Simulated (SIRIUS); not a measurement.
## Energy of GaP along an even scaling of the cell

System: GaP (F-43m, 2 atoms in the cell).
Method: Kohn-Sham DFT of a periodic cell, PBEsol, dojo-sr-pbesol-0.4.1-standard, no spin polarisation (SIRIUS 7.10.0).

The 7 runs differ only in the geometry, by an even scaling of the cell at fixed fractional positions. The structure derives from an entry of the Crystallography Open Database.

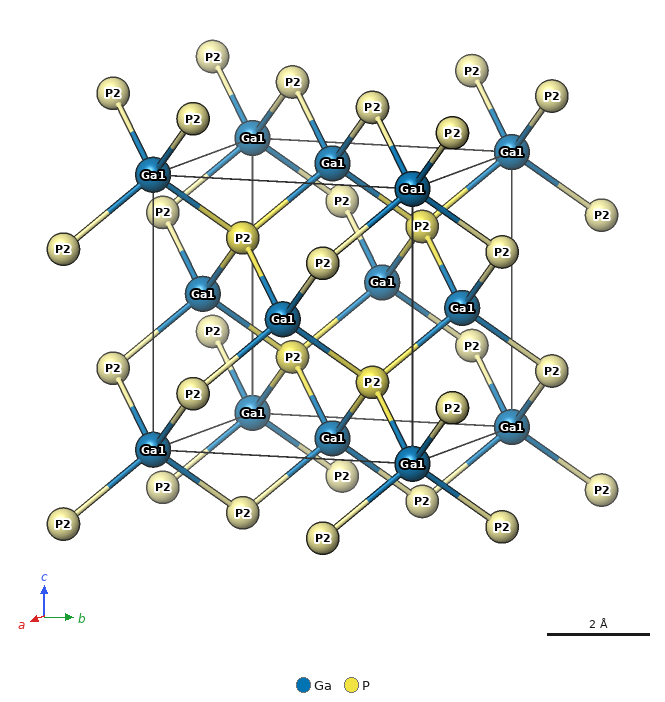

Figure 1. The structure of run 4 (ball-and-stick view of the cell 4 times as large as that of the calculation, set on its symmetry axes, seen slightly off an axis; neighbours outside the cell are drawn fainter; atoms are numbered from 1 in the order of the input). An atom can appear more than once, as a periodic image.

### Input of run 4
```
{
  "control": {
    "processing_unit": "cpu",
    "verbosity": 2,
    "num_bands_to_print": 16,
    "print_forces": true,
    "print_stress": true
  },
  "parameters": {
    "electronic_structure_method": "pseudopotential",
    "xc_functionals": ["XC_GGA_X_PBE_SOL", "XC_GGA_C_PBE_SOL"],
    "gk_cutoff": 9.0,
    "pw_cutoff": 18.0,
    "ngridk": [8, 8, 8],
    "shiftk": [0, 0, 0],
    "smearing": "fermi_dirac",
    "smearing_width": 0.0018374661,
    "num_bands": 16,
    "num_mag_dims": 0,
    "num_dft_iter": 100,
    "energy_tol": 1e-08,
    "density_tol": 1e-06
  },
  "iterative_solver": {
    "type": "davidson",
    "min_tolerance": 1e-09,
    "tolerance_scale": [0.1, 0.25]
  },
  "mixer": {
    "type": "anderson",
    "beta": 0.7,
    "max_history": 8
  },
  "settings": {
    "tol_ne": 1e-10,
    "pseudo_grid_cutoff": 6.5
  },
  "unit_cell": {
    "lattice_vectors": [
      [0.0, 0.707106781187, 0.707106781187],
      [0.707106781187, 0.0, 0.707106781187],
      [0.707106781187, 0.707106781187, 0.0]
    ],
    "lattice_vectors_scale": 7.2831660764,
    "atom_coordinate_units": "lattice",
    "atom_types": ["Ga", "P"],
    "atom_files": {
      "P": "P.json",
      "Ga": "Ga.json"
    },
    "atoms": {
      "Ga": [
        [0.0, 0.0, 0.0]
      ],
      "P": [
        [0.75, 0.75, 0.75]
      ]
    }
  }
}
```

Command:
```bash
upf_to_json P.upf
upf_to_json Ga.upf
OMP_NUM_THREADS=1 sirius.scf --input=sirius.json --output=out.json --task=0
```

Lattice vectors (Å) and fractional positions of run 4:
```
   0.000000    2.725250    2.725250
   2.725250    0.000000    2.725250
   2.725250    2.725250    0.000000
Ga  0.000000  0.000000  0.000000
P   0.750000  0.750000  0.750000
```

Run 2 has the same physical settings and fractional positions; its lattice vectors (Å) are:
```
   0.000000    2.688418    2.688418
   2.688418    0.000000    2.688418
   2.688418    2.688418    0.000000
```

### Results, with one run withheld

| run | volume per atom (Å³) | free energy per atom, from the lowest run given (meV) | pressure (GPa) | gap on the mesh (eV) |
| --- | --- | --- | --- | --- |
| 1 | 19.026 | 17.27 | 5.35 | 1.38 |
| 2 | 19.431 | ? | ? | ? |
| 3 | 19.836 | 0.92 | 1.23 | 1.48 |
| 4 | 20.240 | 0.00 | −0.51 | 1.52 |
| 5 | 20.645 | 3.25 | −2.07 | 1.52 |
| 6 | 21.050 | 10.24 | −3.47 | 1.42 |
| 7 | 21.455 | 20.58 | −4.72 | 1.27 |

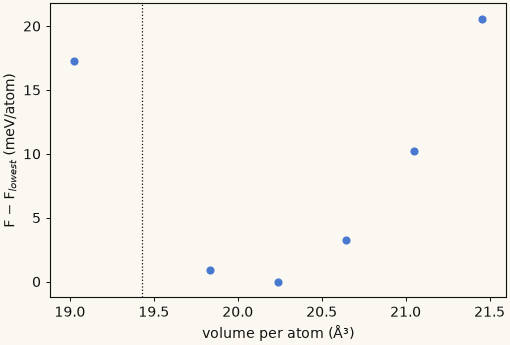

Figure 2. Free energy per atom of the runs given; the dotted line marks run 2.

Fit the runs given and predict run 2.

A cubic polynomial in V^(−2/3) (the Birch–Murnaghan form), fitted to the 6 runs given, misses them by under 0.01 meV per atom. With x = V^(−2/3) − 0.13416 Å⁻², it reads F = 0.49008 − 1322.7 x + 6.5104e+05 x² + 1.1254e+06 x³ (meV per atom). At run 2 it gives 6.49 meV per atom, and the run itself gives 6.50. The slope of the fit gives a pressure −dF/dV of 3.20 GPa there, and the run prints 3.18 GPa. The fit has its minimum at 20.122 Å³ per atom, where V d²F/dV² gives 84.6 GPa: the bulk modulus at this level, since symmetry fixes the shape and the positions. The gap on the mesh lies between 1.27 eV (run 7) and 1.52 eV (run 5); run 2 has 1.43 eV. These are gaps of this functional on this mesh, which can miss the band edges; they aren't the measured gap.

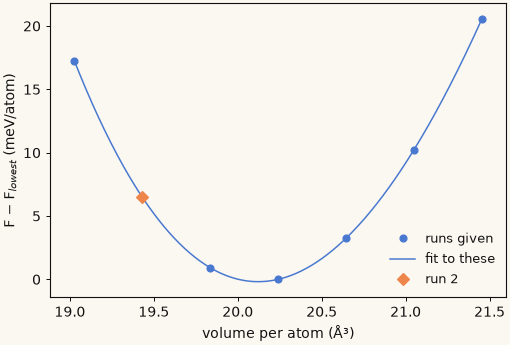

Figure 3. The fit and the withheld run.

### Some lines of the output (run 2)
```
[...]
[find] Total energy                   :     -83.30171281 (Ha),    -166.60342563 (Ry)
[find] Free energy (E-TS)             :     -83.30171281 (Ha),    -166.60342563 (Ry)
[find] band gap (eV)                  :       1.43153321
[find] Efermi                         :       0.32213766
[find] Total energy                   :     -83.30171282 (Ha),    -166.60342564 (Ry)
[find] Free energy (E-TS)             :     -83.30171282 (Ha),    -166.60342564 (Ry)
[find] band gap (eV)                  :       1.43149714
[find] Efermi                         :       0.32213881
[find] Total energy                   :     -83.30171282 (Ha),    -166.60342565 (Ry)
[find] Free energy (E-TS)             :     -83.30171282 (Ha),    -166.60342565 (Ry)
[find] band gap (eV)                  :       1.43148487
[find] Efermi                         :       0.32213928
[find] band gap (eV)                  :       1.43148970
[find] Efermi                         :       0.32213964
```
